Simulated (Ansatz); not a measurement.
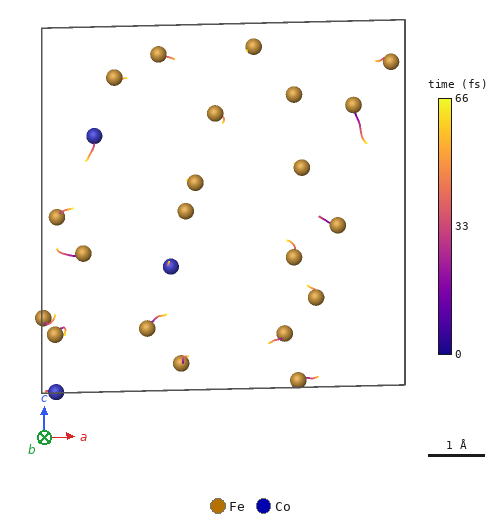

First-principles dynamics of an amorphous cell of composition Fe₇Co (24 atoms in the cell), 66 fs long. It starts from the last geometry of an earlier run, with fresh velocities. Lines trace each atom's path, coloured by time; spheres stand at the starting positions. Seen along the b axis in the simulation cell.

Computed with Ansatz 0.2.0, DFT PBEsol, scalar-relativistic, plane waves, PAW. Set-up: plane-wave cutoff 420 eV; k-point mesh 1 × 1 × 1; Fermi-Dirac smearing 0.0922 eV; volume 1.04 times that of the relaxed crystal; set temperature 1070 K; time step 3 fs.

Describe the motion.

Answer. Root-mean-square distances from the starting positions over the second half, with the common drift of all atoms taken out: Fe 0.31 Å, Co 0.27 Å. The run lasts only 66 fs, too short to tell vibration from diffusion. Over the second half the temperature averages 1303 K (spread ±179 K). The temperature is still falling (1456 K in the second quarter, 1126 K in the last), so the run isn't equilibrated. The potential energy in the second half lies on average 115 meV per atom below the first frame. The mean pressure there is −13.9 GPa.

Limits of the set-up: the k-point mesh is coarse for a cell with partly filled bands; the periodic images lie only 6.3 Å apart, so the values are limited by the cell's size; an element that often carries a moment was run without spin polarisation.

The run took 5.9 min on 2 threads of AMD EPYC (Zen 3), on a shared host, peak memory 0.69 GiB.
